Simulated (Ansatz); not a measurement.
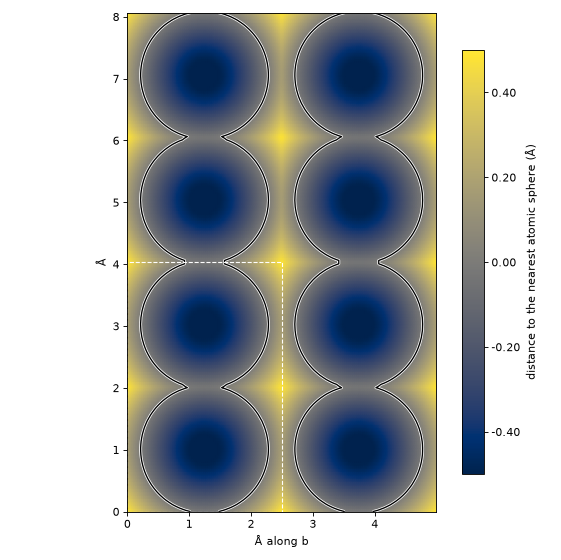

Map of the distance to the nearest atomic sphere in Co in space group P6_3/mmc, computed on the section x = 0.000 (parallel to b and c; the dashed line is one cell). The black line marks the spheres' surfaces; positive values are empty space; unlabelled circles belong to atoms above or below the section.

Hard-sphere model; covalent radii (Cordero): Co 1.26 Å.

Source of the atomic positions: the geometry relaxed with DFT PBE, scalar-relativistic, plane waves, PAW in Ansatz.

```xyz
2
Lattice="2.4936 0.0000 0.0000 -1.2468 2.1595 0.0000 0.0000 0.0000 4.0332" Properties=species:S:1:pos:R:3 pbc="T T T"
Co    1.2468    0.7198    1.0083
Co    0.0000    1.4397    3.0249
```

Where is the largest hole in this section, and how large is it?

At 0.000, 0.000, 0.000 (fractional), where the distance reaches 0.50 Å; it is enclosed by 6 Co in an octahedral arrangement. It is the largest hole of the crystal.

How much of the crystal lies outside the spheres?

About 23 % of the cell's volume, and 34 % of this section's area.

What can pass through?

The largest sphere that fits anywhere has a diameter of 1.00 Å; the largest that can travel through the crystal, about 0.4 Å.
